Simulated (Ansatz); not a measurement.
**Co: searching below the plain SCF**

Plain starts of Co have been run. Do the further runs listed below go lower? Co is taken in its experimental structure (space group P6_3/mmc), 2 atoms in the cell. Source: COD entry 9012950, which need not be the ambient phase.

Program: Ansatz 0.2.0. Level of theory: DFT PBE, PAW, plane waves, scalar-relativistic. These are calculated values, not measurements.

**1. Starting point**

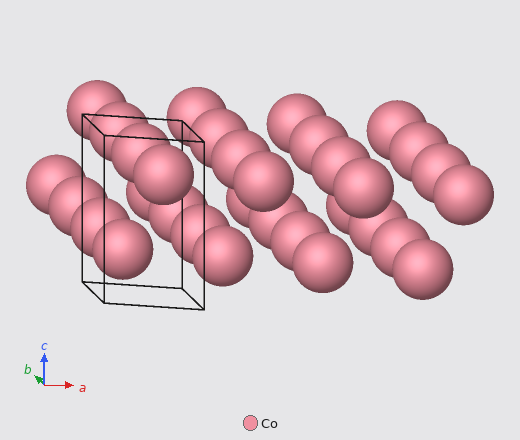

The starting structure, seen slightly off an axis (cobalt pink). 4×4×1 cells are drawn.

Coordinates:

```
CELL_PARAMETERS angstrom
2.50540 0.00000 0.00000
-1.25270 2.16974 0.00000
0.00000 0.00000 4.08930
ATOMIC_POSITIONS crystal
Co 0.33333 0.66667 0.25000
Co 0.66667 0.33333 0.75000
```

In tables a label like Co2 counts atoms in the order of input.yaml; a structure file may count by element.

Known so far: 8 plain starts ended in 3 states. The lowest came from “spin on, no moments given (the program may seed its own), plain SCF”: ferromagnetic, site moments Co1 1.67, Co2 1.67 μB, total 3.18 μB per cell, no gap on the k-mesh, free energy -10252.3254 eV.

Runs to come: parallel moments, default search for lower states; opposed moments +-, default search for lower states; the moments typed in its input, symmetry off, plain SCF; the moments typed in its input, standard search for lower states; the moments typed in its input, symmetry off, default search.

“Plain SCF” means no search for lower states. The default search lets the program follow hints of a lower state (another filling of open shells, a soft direction), where it sees any. The standard and full searches may also try other magnetic orders and fillings, and need not reach the lowest state. With a search on, the program may also reshape the start on open shells. 

The total moment includes the space between the atomic spheres.

**2. Parallel moments, default search for lower states**

The input, input.yaml:

```yaml
crystal:
  lattice:
    - [2.50539998, 0.0, 0.0]
    - [-1.25269999, 2.16974003, 0.0]
    - [0.0, 0.0, 4.0893]
  atoms:
    - { symbol: Co, position: [0.33333333, 0.66666667, 0.25], spin: 3.0 }
    - { symbol: Co, position: [0.66666667, 0.33333333, 0.75], spin: 3.0 }
magnetization:
  spin_polarized: true
hamiltonian:
  xc: pbe
  pseudopotentials: { kind: paw }
basis:
  ecutwfc: 420
kpoints:
  mp_grid: { grid: [11, 11, 6] }
scf:
  occupations: { method: fermi_dirac, width: 0.1 }
output:
  forces: true
  stress: true
  write_density: true
  write_potential: true
  elf: true
  volumetric_format: npy
```

Started as:

```bash
ansatz run input.yaml --threads 2 --pin off --max-ram 5120MiB --backend cpu --events-out ev --progress --plain --runs-dir out
```

Log (excerpt; [...] marks lines left out):

```text
[...]
Pseudopotentials: kind: paw
Pseudopotential: Co, paw, valence charge 17, recommended cutoff 420 eV (normal), Co.paw.azcp
Functional definition: PBE
[...]
Crystal: 2 atoms, lattice volume = 22.230 Å³
Basis set: ecut = 420 eV, 427 PW (Γ), exchange–correlation on 36×36×60 points (8 copies of the dense FFT grid, shifted against one another)
Bands: 24, of which v1, the nominal top of the filled ones, is band 17 counted from 1 (16 counted from 0)
Symmetry: 24 space group operations
Space group: P63/mmc (ITA 194), of the structure as read, at distance tolerance 2.8e-5 Å
Magnetic group: BNS 194.263 (UNI 1493), of the structure as read, at distance tolerance 2.8e-5 Å
k-points: 64 of 726
[...]
Starting moments: Σ|m| = 6 μB on 2 of 2 sites
[...]
SCF iter   1: F=—  HF=-10252.047500 eV  |F-HF|=—  |Δ(HF+E_count)|=         —  Δρ=1.80e-1 (↑1.80e-1 ↓6.65e-2)  dr2=2.30e0  dr2_m=2.84e0  M=3.641 μB ∫|m|=3.816 μB  β_m=0.30  ethr=3.10e-3  ⟨swp⟩=5.1  Hψ=11295  notcnv=0
[...]
SCF iter  10: F=-10252.325385 eV  HF=-10252.325385 eV  |F-HF|=7.91e-9  |Δ(HF+E_count)|=   8.27e-9  Δρ=5.53e-6 (↑5.53e-6 ↓3.76e-6)  dr2=1.00e-8  dr2_m=2.58e-10  M=3.183 μB ∫|m|=3.535 μB  ethr=2.15e-10  ⟨swp⟩=7.1  Hψ=17600  notcnv=0
[...]
SCF converged after 10 iterations
Magnetization: 3.1827 μB (18.5913 up, 15.4087 down)
Absolute magnetization: 3.5363 μB (∫|ρ↑−ρ↓|, with the PAW one-centre terms)
Spin contamination: 0.0598 ħ² per cell (⟨S²⟩ above its minimum at these occupations)
Per-site moments (μB) at R_I (Å): [(1.6715916949248082, 1.0331405401369893), (1.6715916949248084, 1.0331405401369893)]
Free energy (F): -10252.325385 eV
[...]
E sigma→0 (E₀):  -10252.294927 eV
Entropy (-TS):   -0.060916 eV (-30.458 meV/atom)
Fermi energy:    18.184139 eV
[... 29 lines left out: energy terms, forces, stress, bands ...]
```

Run time: 2.9 s. Hardware: 2 threads of Arm Neoverse V2, shared host; peak memory 0.34 GiB.

Nothing new: the 10 iterations lead to the state found in step 1 (ferromagnetic).

**3. Opposed moments +-, default search for lower states**

Edit input.yaml of step 2 so:

```diff
@@ -7,3 +7,3 @@
     - { symbol: Co, position: [0.33333333, 0.66666667, 0.25], spin: 3.0 }
-    - { symbol: Co, position: [0.66666667, 0.33333333, 0.75], spin: 3.0 }
+    - { symbol: Co, position: [0.66666667, 0.33333333, 0.75], spin: -3.0 }
 magnetization:
@@ -22,5 +22 @@
   stress: true
-  write_density: true
-  write_potential: true
-  elf: true
-  volumetric_format: npy
```

Started as:

```bash
ansatz run input.yaml --threads 2 --pin off --max-ram 5120MiB --backend cpu --events-out ev --progress --plain --runs-dir out
```

Log (excerpt; [...] marks lines left out):

```text
[... 11 lines as in an earlier run ...]
Symmetry: 12 space group operations
Space group: P-6m2 (ITA 187), of the structure as read, at distance tolerance 2.8e-5 Å
Magnetic group: BNS 194.267 (UNI 1497), of the structure as read, at distance tolerance 2.8e-5 Å
k-points: 64 of 726 (time reversal used)
[... 4 lines as in an earlier run ...]
Starting moments: Σ|m| = 6 μB on 2 of 2 sites
Starting magnetic order: antiferromagnet; an inversion exchanges its spin sublattices: spin-degenerate at every k-point
[... 2 lines as in an earlier run ...]
SCF iter   1: F=—  HF=-10252.086759 eV  |F-HF|=—  |Δ(HF+E_count)|=         —  Δρ=1.91e-1 (↑1.91e-1 ↓1.91e-1)  dr2=2.48e0  dr2_m=6.45e0  M=0.000 μB ∫|m|=3.100 μB  β_m=0.30  ethr=3.10e-3  ⟨swp⟩=5.1  Hψ=11433  notcnv=0  defer=28
[...]
SCF iter  20: F=-10252.325384 eV  HF=-10252.325385 eV  |F-HF|=4.73e-8  |Δ(HF+E_count)|=   1.59e-9  Δρ=1.35e-5 (↑1.35e-5 ↓2.16e-6)  dr2=5.25e-8  dr2_m=6.65e-9  M=-3.183 μB ∫|m|=3.535 μB  ethr=2.58e-11  ⟨swp⟩=1.4  Hψ=7462  notcnv=0
[...]
WARN: the starting moments were not kept: 1 of 2 ended reversed and 1 kept their direction, counting a site from 0.1 μB. The largest reversed, site 0 (counted from 0, in the order of the report's site_moments_mub), started with +3.0 μB and closes at -1.7e0 μB in its sphere. The starting [...]
SCF converged after 20 iterations
Magnetization: -3.1826 μB (15.4087 up, 18.5913 down)
Absolute magnetization: 3.5363 μB (∫|ρ↑−ρ↓|, with the PAW one-centre terms)
Spin contamination: 0.0598 ħ² per cell (⟨S²⟩ above its minimum at these occupations)
Per-site moments (μB) at R_I (Å): [(-1.6715639784334761, 1.0331405401369893), (-1.671611951080012, 1.0331405401369893)]
Free energy (F): -10252.325384 eV
[...]
E sigma→0 (E₀):  -10252.294926 eV
Entropy (-TS):   -0.060916 eV (-30.458 meV/atom)
Fermi energy:    18.184079 eV
[... 24 lines left out: energy terms, forces, stress ...]
```

It took 7.8 s on 2 threads of Arm Neoverse V2, shared host; peak memory 0.36 GiB.

This is the state of step 1 again (ferromagnetic), after 20 iterations.

**4. The moments typed in its input, symmetry off, plain SCF**

The input, input.yaml:

```yaml
crystal:
  lattice:
    - [2.50539998, 0.0, 0.0]
    - [-1.25269999, 2.16974003, 0.0]
    - [0.0, 0.0, 4.0893]
  atoms:
    - { symbol: Co, position: [0.33333333, 0.66666667, 0.25], spin: 0.3 }
    - { symbol: Co, position: [0.66666667, 0.33333333, 0.75], spin: 0.3 }
  symmetry: { detect: false, time_reversal: true }
magnetization:
  spin_polarized: true
hamiltonian:
  xc: pbe
  pseudopotentials: { kind: paw }
basis:
  ecutwfc: 420
kpoints:
  mp_grid: { grid: [11, 11, 6] }
scf:
  occupations: { method: fermi_dirac, width: 0.1 }
  lower_state_search: "off"
output:
  forces: true
  stress: true
```

Started as:

```bash
ansatz run input.yaml --threads 2 --pin off --max-ram 5120MiB --backend cpu --events-out ev --progress --plain --runs-dir out
```

Log (excerpt; [...] marks lines left out):

```text
[... 10 lines as in an earlier run ...]
Bands: 22, of which v1, the nominal top of the filled ones, is band 17 counted from 1 (16 counted from 0)
Symmetry: 1 space group operations
k-points: 364 of 726 (time reversal used)
[... 4 lines as in an earlier run ...]
Starting moments: Σ|m| = 0.6 μB on 2 of 2 sites
[... 2 lines as in an earlier run ...]
[...]
SCF iter   1: F=—  HF=-10251.977980 eV  |F-HF|=—  |Δ(HF+E_count)|=         —  Δρ=5.11e-2 (↑7.39e-3 ↓5.11e-2)  dr2=3.09e-1  dr2_m=1.30e-1  M=0.820 μB ∫|m|=0.831 μB  β_m=1.00  ethr=9.07e-4  ⟨swp⟩=1.0  Hψ=80020  notcnv=0
[...]
spin-set hold released at iteration 13 (site moments contracting): the magnetisation degrees of freedom join the quasi-Newton model from the next iteration; the mixer history was flushed
[...]
SCF iter  22: F=-10252.325385 eV  HF=-10252.325385 eV  |F-HF|=1.40e-9  |Δ(HF+E_count)|=   7.61e-9  Δρ=2.85e-6 (↑9.23e-7 ↓2.85e-6)  dr2=1.61e-9  dr2_m=3.71e-10  M=3.183 μB ∫|m|=3.535 μB  ethr=2.94e-10  ⟨swp⟩=2.7  Hψ=49358  notcnv=0
[...]
SCF converged after 22 iterations
Magnetization: 3.1826 μB (18.5913 up, 15.4087 down)
Absolute magnetization: 3.5363 μB (∫|ρ↑−ρ↓|, with the PAW one-centre terms)
Spin contamination: 0.0598 ħ² per cell (⟨S²⟩ above its minimum at these occupations)
Per-site moments (μB) at R_I (Å): [(1.6715829213946, 1.0331405366639816), (1.6715873900474156, 1.0331405366639816)]
Free energy (F): -10252.325385 eV
[...]
E sigma→0 (E₀):  -10252.294926 eV
Entropy (-TS):   -0.060916 eV (-30.458 meV/atom)
Fermi energy:    18.184081 eV
[... 24 lines left out: energy terms, forces, stress ...]
```

It took 32 s on 2 threads of Arm Neoverse V2, shared host; peak memory 0.57 GiB.

Nothing new: the 22 iterations lead to the state found in step 1 (ferromagnetic).

**5. The moments typed in its input, standard search for lower states**

Edit input.yaml of step 4 so:

```diff
@@ -8,3 +8,2 @@
     - { symbol: Co, position: [0.66666667, 0.33333333, 0.75], spin: 0.3 }
-  symmetry: { detect: false, time_reversal: true }
 magnetization:
@@ -20,3 +19,3 @@
   occupations: { method: fermi_dirac, width: 0.1 }
-  lower_state_search: "off"
+  lower_state_search: standard
 output:
```

Started as:

```bash
ansatz run input.yaml --threads 2 --pin off --max-ram 5120MiB --backend cpu --events-out ev --progress --plain --runs-dir out
```

Log (excerpt; [...] marks lines left out):

```text
the run goes by scf.lower_state_search standard: where its kind and settings allow, a search for a lower-energy state can add stability tests and further SCF calculations, which can take several times, in some runs tens of times, as long as the SCF (see the manual's entry of the key); [...]
[... 19 lines as in an earlier run ...]
Starting moments: Σ|m| = 0.6 μB on 2 of 2 sites
[... 2 lines as in an earlier run ...]
SCF iter   1: F=—  HF=-10252.254963 eV  |F-HF|=—  |Δ(HF+E_count)|=         —  Δρ=2.63e-1 (↑1.43e-1 ↓2.63e-1)  dr2=2.06e0  dr2_m=8.34e0  M=3.040 μB ∫|m|=3.127 μB  β_m=0.30  ethr=3.10e-3  ⟨swp⟩=4.4  Hψ=10272  notcnv=0
[...]
SCF iter  10: F=-10252.325385 eV  HF=-10252.325385 eV  |F-HF|=2.00e-10  |Δ(HF+E_count)|=   5.48e-9  Δρ=1.54e-6 (↑1.34e-6 ↓1.54e-6)  dr2=4.12e-10  dr2_m=8.52e-11  M=3.183 μB ∫|m|=3.535 μB  ethr=6.75e-11  ⟨swp⟩=1.4  Hψ=8688  notcnv=0
[...]
SCF converged after 10 iterations
Magnetization: 3.1827 μB (18.5913 up, 15.4087 down)
Absolute magnetization: 3.5363 μB (∫|ρ↑−ρ↓|, with the PAW one-centre terms)
Spin contamination: 0.0598 ħ² per cell (⟨S²⟩ above its minimum at these occupations)
Per-site moments (μB) at R_I (Å): [(1.6715868402483554, 1.0331405401369893), (1.6715868402483554, 1.0331405401369893)]
Free energy (F): -10252.325385 eV
[...]
E sigma→0 (E₀):  -10252.294926 eV
Entropy (-TS):   -0.060916 eV (-30.458 meV/atom)
Fermi energy:    18.184088 eV
[... 24 lines left out: energy terms, forces, stress ...]
```

Run time: 2.3 s. Hardware: 2 threads of Arm Neoverse V2, shared host; peak memory 0.34 GiB.

Nothing new: the 10 iterations lead to the state found in step 1 (ferromagnetic).

**6. The moments typed in its input, symmetry off, default search**

Edit input.yaml of step 5 so:

```diff
@@ -8,2 +8,3 @@
     - { symbol: Co, position: [0.66666667, 0.33333333, 0.75], spin: 0.3 }
+  symmetry: { detect: false, time_reversal: true }
 magnetization:
@@ -19,3 +20,2 @@
   occupations: { method: fermi_dirac, width: 0.1 }
-  lower_state_search: standard
 output:
@@ -23 +23,5 @@
   stress: true
+  write_density: true
+  write_potential: true
+  elf: true
+  volumetric_format: npy
```

Started as:

```bash
ansatz run input.yaml --threads 2 --pin off --max-ram 5120MiB --backend cpu --events-out ev --progress --plain --runs-dir out
```

Log (excerpt; [...] marks lines left out):

```text
[... 17 lines as in an earlier run ...]
Starting moments: Σ|m| = 0.6 μB on 2 of 2 sites
[... 2 lines as in an earlier run ...]
SCF iter   1: F=—  HF=-10252.254561 eV  |F-HF|=—  |Δ(HF+E_count)|=         —  Δρ=2.63e-1 (↑1.43e-1 ↓2.63e-1)  dr2=2.06e0  dr2_m=8.33e0  M=3.040 μB ∫|m|=3.126 μB  β_m=0.30  ethr=3.10e-3  ⟨swp⟩=4.3  Hψ=58184  notcnv=0
[...]
SCF iter  12: F=-10252.325385 eV  HF=-10252.325385 eV  |F-HF|=1.69e-9  |Δ(HF+E_count)|=  7.75e-10  Δρ=2.29e-6 (↑7.14e-7 ↓2.29e-6)  dr2=2.04e-9  dr2_m=3.16e-10  M=3.183 μB ∫|m|=3.535 μB  ethr=1.26e-11  ⟨swp⟩=4.5  Hψ=85638  notcnv=0
[...]
SCF converged after 12 iterations
Magnetization: 3.1827 μB (18.5913 up, 15.4087 down)
Absolute magnetization: 3.5363 μB (∫|ρ↑−ρ↓|, with the PAW one-centre terms)
Spin contamination: 0.0598 ħ² per cell (⟨S²⟩ above its minimum at these occupations)
Per-site moments (μB) at R_I (Å): [(1.6715821512223148, 1.0331405366639816), (1.6715908686038157, 1.0331405366639816)]
Free energy (F): -10252.325385 eV
[...]
E sigma→0 (E₀):  -10252.294926 eV
Entropy (-TS):   -0.060916 eV (-30.458 meV/atom)
Fermi energy:    18.184089 eV
[... 29 lines left out: energy terms, forces, stress, bands ...]
```

It took 28 s on 2 threads of Arm Neoverse V2, shared host; peak memory 0.62 GiB.

This is the state of step 1 again (ferromagnetic), after 12 iterations.

**7. Comparing the starts**

| step | iterations | state | moments of Co1 Co2 (μB) | total (μB) | gap (eV) | pressure (GPa) | above lowest (meV/atom) |
| --- | --- | --- | --- | --- | --- | --- | --- |
| 1 | 10 | 1 | 1.67 1.67 | 3.18 | none | -5.1 | 0.0 |
| 2 | 10 | 1 | 1.67 1.67 | 3.18 | none | -5.1 | 0.0 |
| 3 | 20 | 1 | -1.67 -1.67 | -3.18 | none | -5.1 | 0.0 |
| 4 | 22 | 1 | 1.67 1.67 | 3.18 | none | -5.1 | 0.0 |
| 5 | 10 | 1 | 1.67 1.67 | 3.18 | none | -5.1 | 0.0 |
| 6 | 12 | 1 | 1.67 1.67 | 3.18 | none | -5.1 | 0.0 |

States are numbered from the lowest. Starts by step: 2 parallel moments, default search for lower states; 3 opposed moments +-, default search for lower states; 4 the moments typed in its input, symmetry off, plain SCF; 5 the moments typed in its input, standard search for lower states; 6 the moments typed in its input, symmetry off, default search. Step 1 is the best of the earlier plain starts.

The 5 runs of this session took 73 s in all, from 2.3 s to 32 s each.

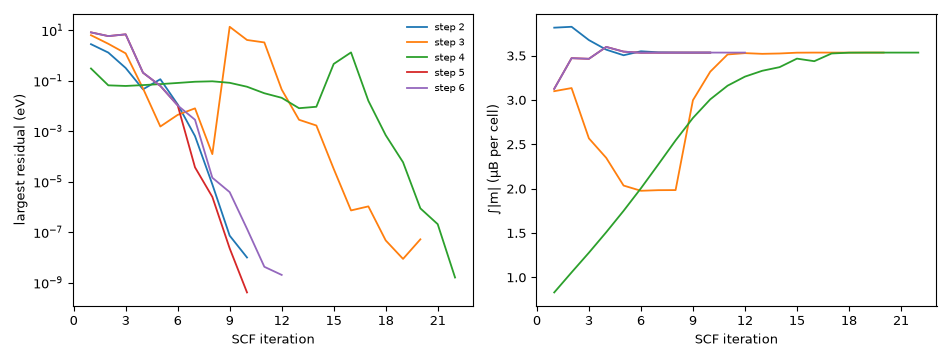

Residual and absolute moment along the iterations.

**8. Summary of results**

| quantity | value |
| --- | --- |
| distinct states | 1 from 6 converged runs, the best start of step 1 counted |
| lowest state | ferromagnetic |
| its moments | Co1 1.67, Co2 1.67 μB |
| total moment | 3.18 μB per cell |
| gap on the k-mesh | none |
| pressure | -5.1 GPa |
| largest force | 0.000 eV/Å |

In words: No run goes below the best plain start. The 6 converged runs end in 1 distinct state. These are lowest states among those tried, not proven ground states.
